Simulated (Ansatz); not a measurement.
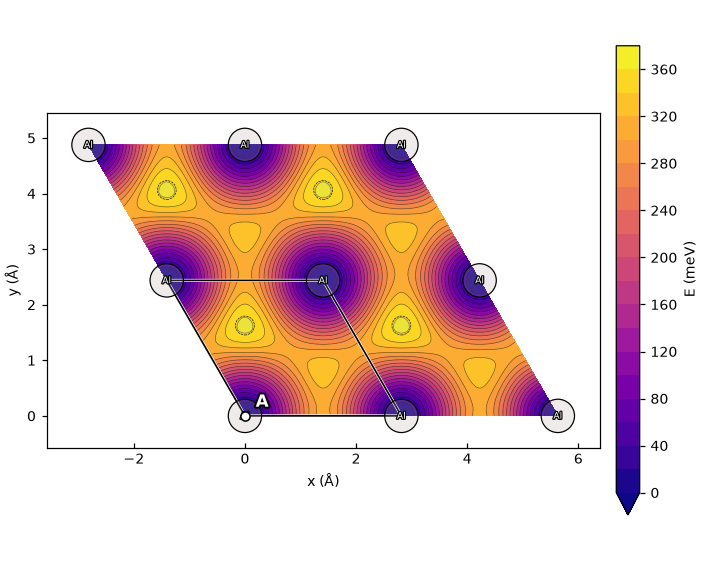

H on an Al(111) slab cut from the Fm-3m phase, its upper half relaxed before the scan (12 atoms of substrate and one adsorbate in a 2 × 2 cell). H is moved over the surface cell at a fixed height above a rigid substrate; the origin of the map has the adsorbate above Al9; the height is held at 2.20 Å. Places are given modulo a cell vector. The map is drawn in real space over the plane of the surface. The grid has 6 × 6 points; 10 points were computed and 26 follow by symmetry. Places are given in fractions of the 1 × 1 surface cell. All energies are given in meV relative to the lowest grid point. The runs have no spin polarisation, so an open-shell adsorbate far from the surface lies too high. At a fixed height the lowest place need not be the adsorption site. The calculation used DFT PBE+D3(BJ), scalar-relativistic, plane waves, PAW (Ansatz). Settings: cutoff 420 eV, k-mesh 6×6×1, gaussian smearing 0.1 eV, no spin polarisation.

In the figure: filled contours, labelled circles for the atoms of the top layer and small ones for the second layer, the outline of one cell of the 2 × 2 shown, the point A. Between grid points the surface is interpolated.

Q: Find the lowest pass out of the well at A.

A: The easiest path leads from the well at the top site over a surface Al atom, (0/6, 0/6) of the cell vectors to its copy one period on. Its highest point lies about 310 meV above the bottom of the first well on the interpolated surface, at about (0.52, 0.05) of the cell vectors. This is the barrier on the constrained surface; relaxing the other coordinates would change it.

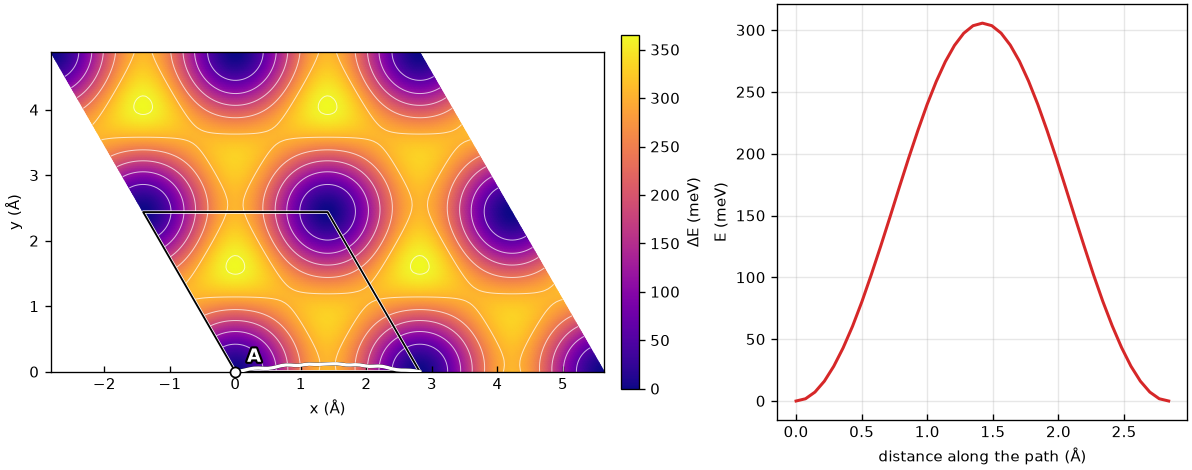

The picture shows a smooth colour map with a few white contour lines, a line along the lowest path, the outline of one cell of the 2 × 2 shown, the energy along the path at the right. Between grid points the surface is interpolated.

PAW datasets: the set soft_1.
